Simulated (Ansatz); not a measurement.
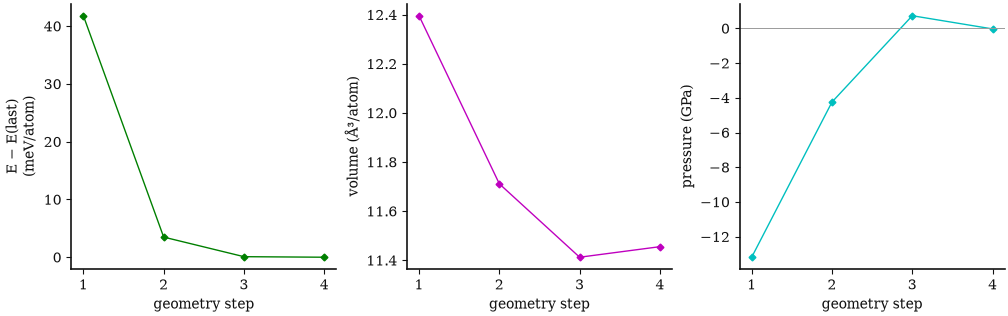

History of a geometry optimisation. Atoms and cell relax. A closing SCF on a freshly chosen basis isn't drawn.

```
crystal:
  lattice:
    - [2.9158727642, 0.0, 0.0]
    - [0.0, 2.9158727642, 0.0]
    - [0.0, 0.0, 2.9158727642]
  atoms:
    - { symbol: Ga, position: [0.5, 0.5, 0.5] }
    - { symbol: Co, position: [0.0, 0.0, 0.0], spin: 2.0 }
magnetization:
  spin_polarized: true
kpoints:
  mp_grid: { grid: [11, 11, 11] }
scf:
  occupations: { method: methfessel_paxton, width: 0.05 }
  n_extra_bands: 8
hamiltonian:
  xc: pbesol
  pseudopotentials: { kind: all_electron, lapw: { basis_error: 0.001 } }
output:
  forces: true
  stress: true
relax:
  f_tol: 0.005
  max_steps: 80
  cell: {}
```

Run as:
```bash
ansatz run input.yaml --threads 1 --pin off --max-ram 3072MiB --backend cpu --events-out ev --progress --plain --runs-dir out
```

Q: How did the optimisation end?

A: The optimisation met its thresholds at geometry 4, counting the start as the first. The energy fell by about 42 meV/atom from the first step to the last. All forces vanish by symmetry, so only the cell moves.

Q: What happens to the cell?

A: The volume shrinks from 12.40 to 11.46 Å³ per atom (−7.6 %), as the pressure goes from −13 GPa to about 0 GPa. The start was expanded.
